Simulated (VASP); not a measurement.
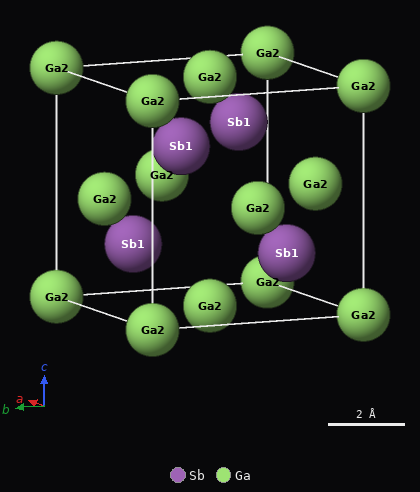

**Figure 1.** The input geometry of run A (spheres-only view of the cell 4 times as large as that of the calculation, set on its symmetry axes, seen at an oblique angle; atoms are numbered from 1 in the order of the input).

# What a change does: single-point calculation on GaSb

System: GaSb (F-43m, 2 atoms in the cell).
Method of run A: Kohn-Sham DFT of a periodic cell, r2SCAN, VASP PAW PBE potentials, hard, no spin polarisation (VASP 6.6.1).

The structure derives from an entry of the Crystallography Open Database. 

**INCAR, run A**
```
SYSTEM = GaSb
  PREC = Accurate
  ENCUT = 1400
  EDIFF = 1E-8
  ISMEAR = 0
  SIGMA = 0.05
  LREAL = .FALSE.
  LASPH = .TRUE.
  NELM = 100
  ALGO = Normal
  ISIF = 2
  LWAVE = .FALSE.
  LCHARG = .FALSE.
  METAGGA = R2SCAN
  LMIXTAU = .TRUE.
  NBANDS = 16
  ADDGRID = .FALSE.
```

**KPOINTS, run A**
```
regular mesh
0
G
  11 11 11
  0 0 0
```

**POSCAR, run A**
```
GaSb
1.0
    0.0000000000      3.0590000000      3.0590000000
    3.0590000000      0.0000000000      3.0590000000
    3.0590000000      3.0590000000      0.0000000000
Sb Ga
1 1
Direct
    0.7500000000      0.7500000000      0.7500000000
    0.0000000000      0.0000000000      0.0000000000
```

Launched with:
```bash
cat potpaw_PBE.64/Sb/POTCAR potpaw_PBE.64/Ga_h/POTCAR > POTCAR
mpirun -np 1 vasp_std > vasp.out
```

Hardware: 1 thread of Intel Xeon (Granite Rapids), 64 GiB of memory available, shared host.

**OSZICAR and lines of OUTCAR (run A)**
```
N       E                     dE             d eps       ncg     rms          rms(c)
DAV:   1     0.121675082516E+03    0.12168E+03   -0.14719E+04  1792   0.246E+03
DAV:   2    -0.294716182708E+02   -0.15115E+03   -0.14613E+03  1936   0.458E+02
DAV:   3    -0.401922943224E+02   -0.10721E+02   -0.10648E+02  2408   0.105E+02
DAV:   4    -0.404932420651E+02   -0.30095E+00   -0.30068E+00  2224   0.197E+01
DAV:   5    -0.405133980842E+02   -0.20156E-01   -0.20148E-01  2880   0.366E+00    0.373E+00
DAV:   6    -0.378388799926E+02    0.26745E+01   -0.13250E+00  2424   0.236E+01    0.281E+00
DAV:   7    -0.374089832653E+02    0.42990E+00   -0.69511E-01  2192   0.140E+01    0.222E+00
[...]
DAV:  23    -0.376161381304E+02   -0.40646E-05   -0.63742E-08  2464   0.339E-03    0.135E-02
DAV:  24    -0.376161405559E+02   -0.24255E-05   -0.38029E-08  2328   0.276E-03    0.189E-03
DAV:  25    -0.376161409613E+02   -0.40543E-06   -0.75257E-09  1880   0.900E-04    0.878E-05
DAV:  26    -0.376161411470E+02   -0.18572E-06   -0.32889E-09  1416   0.670E-04    0.837E-04
DAV:  27    -0.376161410334E+02    0.11362E-06   -0.93170E-10  1024   0.380E-04    0.287E-04
DAV:  28    -0.376161409698E+02    0.63558E-07   -0.18150E-10   984   0.236E-04    0.209E-05
DAV:  29    -0.376161409578E+02    0.12056E-07   -0.16433E-10   984   0.967E-05    0.958E-05
DAV:  30    -0.376161409814E+02   -0.23640E-07   -0.17311E-11   976   0.558E-05    0.174E-05
DAV:  31    -0.376161409790E+02    0.23861E-08   -0.92170E-12   992   0.472E-05
   1 F= -.37616141E+02 E0= -.37616141E+02  d E =-.758655E-12
[... from OUTCAR:]
  free energy    TOTEN  =       -37.61614098 eV
  energy without entropy =      -37.61614098  energy(sigma->0) =      -37.61614098
 E-fermi :   5.3896     XC(G=0):  -9.6232     alpha+bet :-10.5478
  free  energy   TOTEN  =       -37.6161409790 eV
  energy  without entropy=      -37.6161409790  energy(sigma->0) =      -37.61614098
```

For run B the input was changed thus:
```diff
-  ENCUT = 1400
-  EDIFF = 1E-8
+  ENCUT = 900
+  EDIFF = 1E-7
-  11 11 11
+  7 7 7
```

Predict how the results change.

The free energy of run B is 7.3 meV per atom higher, which comes mainly from the change of cutoff or grids; a solver setting shouldn't move a converged energy. More plane waves can only lower the energy of a fixed Hamiltonian, so the higher cutoff gives the lower value. The SCF takes 28 iterations against 31. The irreducible k-points go from 56 to 20. The plane waves at Γ go from 6855.0 to 3531.0. On the same kind of shared host run B took about 0.16 times as long.

**OSZICAR and lines of OUTCAR (run B)**
```
N       E                     dE             d eps       ncg     rms          rms(c)
DAV:   1     0.107308519952E+03    0.10731E+03   -0.11505E+04   640   0.176E+03
DAV:   2    -0.320622597954E+02   -0.13937E+03   -0.13475E+03   744   0.375E+02
DAV:   3    -0.402406830366E+02   -0.81784E+01   -0.80620E+01   832   0.864E+01
DAV:   4    -0.404770918887E+02   -0.23641E+00   -0.23595E+00   792   0.179E+01
DAV:   5    -0.404972195113E+02   -0.20128E-01   -0.20117E-01  1048   0.332E+00    0.370E+00
DAV:   6    -0.378259247369E+02    0.26713E+01   -0.13078E+00   824   0.230E+01    0.278E+00
DAV:   7    -0.373923306310E+02    0.43359E+00   -0.68401E-01   736   0.137E+01    0.222E+00
[...]
DAV:  20    -0.376014322825E+02    0.50933E-05   -0.33232E-06   640   0.245E-02    0.738E-02
DAV:  21    -0.376014398971E+02   -0.76146E-05   -0.23615E-06   640   0.209E-02    0.416E-02
DAV:  22    -0.376014417080E+02   -0.18109E-05   -0.27812E-07   728   0.483E-03    0.335E-02
DAV:  23    -0.376014462626E+02   -0.45547E-05   -0.15007E-07   552   0.531E-03    0.126E-02
DAV:  24    -0.376014488042E+02   -0.25416E-05   -0.71841E-08   616   0.268E-03    0.955E-04
DAV:  25    -0.376014489599E+02   -0.15568E-06   -0.17092E-08   336   0.177E-03    0.277E-04
DAV:  26    -0.376014492224E+02   -0.26246E-06   -0.11264E-08   328   0.749E-04    0.980E-04
DAV:  27    -0.376014490683E+02    0.15402E-06   -0.50050E-10   320   0.251E-04    0.251E-04
DAV:  28    -0.376014490080E+02    0.60383E-07   -0.24090E-10   320   0.276E-04
   1 F= -.37601449E+02 E0= -.37601449E+02  d E =-.767169E-11
[... from OUTCAR:]
  free energy    TOTEN  =       -37.60144901 eV
  energy without entropy =      -37.60144901  energy(sigma->0) =      -37.60144901
 E-fermi :   5.4244     XC(G=0):  -9.6214     alpha+bet :-10.5478
  free  energy   TOTEN  =       -37.6014490080 eV
  energy  without entropy=      -37.6014490080  energy(sigma->0) =      -37.60144901
```

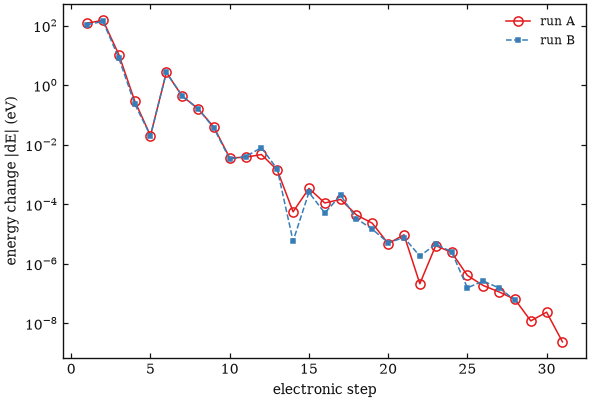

**Figure 2.** Convergence of the two runs: energy change |dE| against the electronic step. Run A takes 31 steps in all, and run B takes 28.

**The two runs side by side**

```csv
quantity,run A,run B
outcome,converged,converged
free energy per atom (eV),−18.8081,−18.8007
gap on the mesh (eV),0.45,0.45
pressure (GPa),0.48,0.40
largest force (eV/Å),0.000,0.000
SCF iterations,31,28
irreducible k-points,56,20
plane waves at Γ,6855,3531
```

For run B: The settings depart from the standard set-up of this series, which can bear on the numbers.
